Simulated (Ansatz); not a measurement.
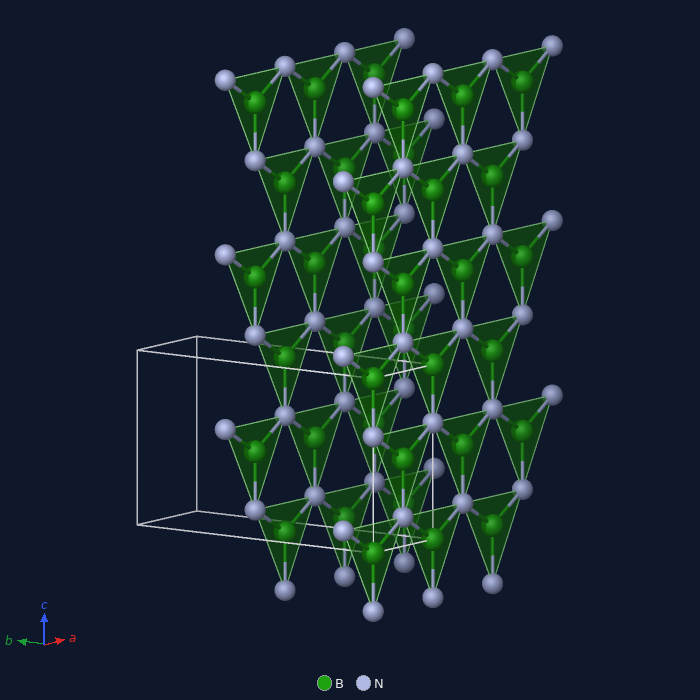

Polyhedra are drawn about B (bonds: B–N below 1.6 Å); other atoms are plain spheres.

BN (space group Fmm2, No. 42). Coordinates: coordinates from a relaxation with DFT PBEsol, scalar-relativistic, plane waves, PAW in Ansatz 0.2.0.

Question: What figure surrounds each B atom, and what does it share with the other drawn polyhedra?

Answer: B: BN3 triangle, sharing corners with six neighbours.

Question: How do these polyhedra hang together as a whole?

Answer: They form layers of corner-sharing triangles parallel to (010).

Question: How far apart are the centres of linked polyhedra?

Answer: Centre to centre across a shared corner: 2.50 Å.
